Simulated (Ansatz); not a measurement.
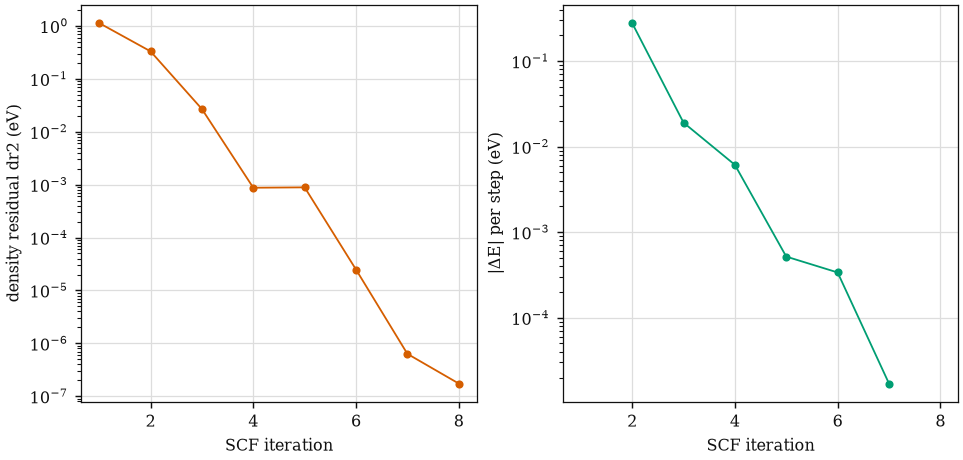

The plot shows the SCF iterations of a calculation: density residual dr2, step-to-step change of the Harris–Foulkes energy. Energy differences below 3 × 10⁻⁶ eV aren't drawn. The starting density is a sum of atomic densities corrected by a trained network.

AlAs (2 atoms in the cell), run with Ansatz.

```
crystal:
  lattice:
    - [0.0, 5.41272121, 5.41272121]
    - [5.41272121, 0.0, 5.41272121]
    - [5.41272121, 5.41272121, 0.0]
  atoms:
    - { symbol: Al, position: [0.0, 0.0, 0.0] }
    - { symbol: As, position: [0.75, 0.75, 0.75] }
basis:
  ecutwfc: 420
  ecutrho_ratio: 4
kpoints:
  mp_grid: { grid: [10, 10, 10] }
hamiltonian:
  xc: pbe
scf:
  occupations: { method: gaussian, width: 0.05 }
  max_iter: 75
output:
  forces: true
  stress: true
```

Launched with:
```bash
ansatz run input.yaml --threads 4 --pin off --max-ram 7168MiB --backend cpu --events-out ev --progress --plain --runs-dir out
```

### Did the calculation converge?

The run converged; it took 8 iterations. The residual falls almost steadily, with no more than small rises or pauses.

### Read the residual at the first and at the last step drawn.

It starts near 1 and ends near 2 × 10⁻⁷ eV.

### Is anything amiss with this input?

The input holds a fault (a lattice typed in bohr). The SCF closed all the same, which doesn't make the results meaningful for the real system.
